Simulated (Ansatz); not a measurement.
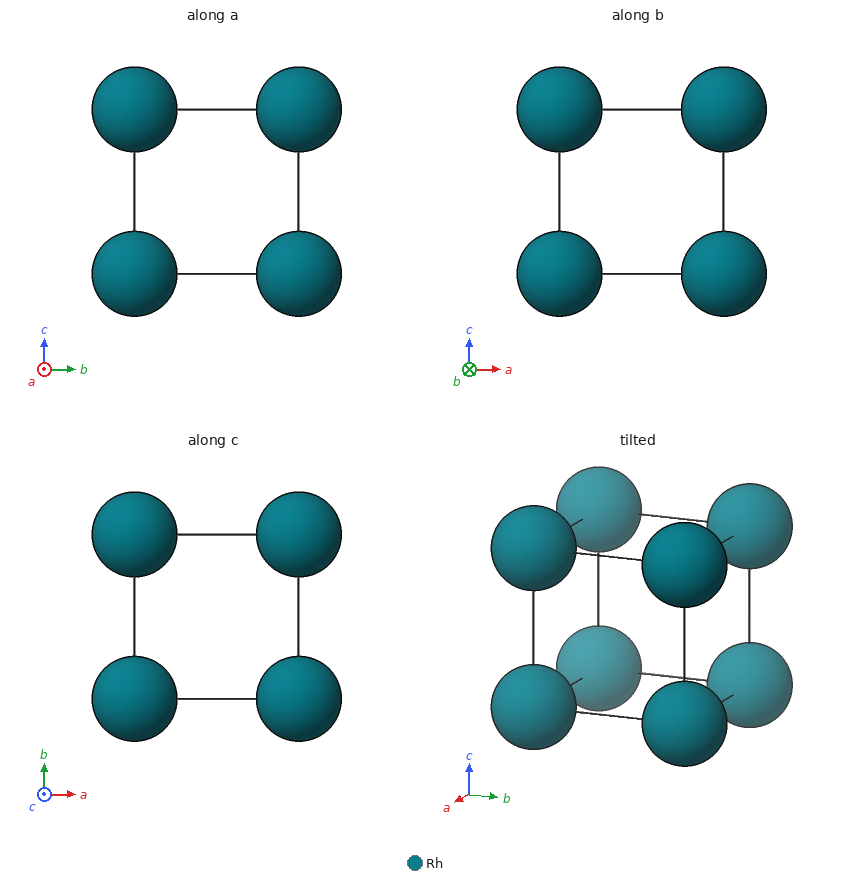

View along the a axis, along the b axis, along the c axis and slightly off an axis, drawn as a spheres-only model. The conventional unit cell is outlined; an atom on or near a face, edge or corner is repeated at each equivalent position.

Lattice parameters: a = 2.5139 Å, b = 2.5139 Å, c = 2.5139 Å, α = 90.000°, β = 90.000°, γ = 90.000°.

Question: Convert the drawing into a CIF in P1 with every atom of the cell.

Answer:
```cif
data_structure
_symmetry_space_group_name_H-M 'P 1'
_symmetry_Int_Tables_number 1
_cell_length_a 2.5139
_cell_length_b 2.5139
_cell_length_c 2.5139
_cell_angle_alpha 90.000
_cell_angle_beta 90.000
_cell_angle_gamma 90.000
_cell_volume 15.89
loop_
_atom_site_label
_atom_site_type_symbol
_atom_site_fract_x
_atom_site_fract_y
_atom_site_fract_z
_atom_site_occupancy
Rh1 Rh 0.0000 0.0000 0.0000 1
```

The structure comes from a structure type filled with this element by a generator (whether the element takes this form wasn't checked). Earlier steps of the study may have refined or changed the cell and positions. It went into a calculation with Ansatz.
